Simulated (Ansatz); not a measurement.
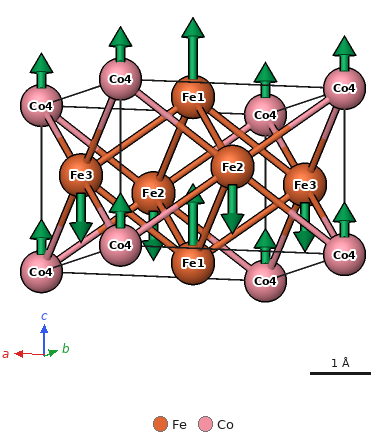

One vibrational mode of solid Fe$_{3}$Co at the zone centre. Displacements are drawn as green arrows; their common scale and sign are arbitrary. The picture is a ball-and-stick view of the cell of the calculation, seen from a free direction.

All numbers below come from DFT PBEsol, scalar-relativistic, plane waves, PAW (Ansatz 0.2.0). Set-up: plane-wave cutoff 420 eV; k-point mesh 10 × 10 × 16; occupations gaussian; smearing width 0.2 eV; collinear spin.

The frequencies depend somewhat on the k-mesh and the smearing.

Q: What mode is this, and where does it lie in the spectrum?

A: This is the A₂u mode at 286 cm⁻¹, optical level 5 of 6, counted from below, infrared-active by symmetry. The Fe (1c) and Co sublattices move against the Fe (2e) sublattice, along c; the kinetic energy is shared as Fe 87 %, Co 13 %. The crystal is a metal, so free carriers screen the infrared response.
